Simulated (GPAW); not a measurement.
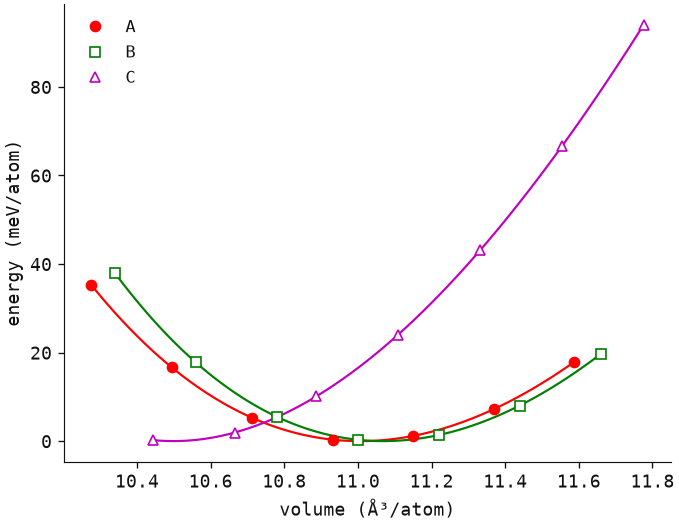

The plot gives the computed energy against volume, with one curve for each compound, for AlNi₃, Ni₃Ge and SiNi₃ (all in space group Pm-3m (No. 221)). The labels are replaced by letters.

Calculation (GPAW 26.7.0): PAW DFT in plane waves, on a grid or in atomic orbitals, collinear spins; energies at scaled volumes of the given cell, shape and fractions fixed, counted from the fit's minimum, third-order Birch-Murnaghan fit. Level: PBEsol, collinear spin.

k mesh 8×8×8; occupations Fermi–Dirac; smearing width 0.05 eV; potentials PAW data sets made by gpaw setup for the functional; wave cutoff 600 eV.

Q: Which letter stands for which compound?

A: A: AlNi3; B: Ni3Ge; C: SiNi3.

Note: nickel data set pressure off other codes.
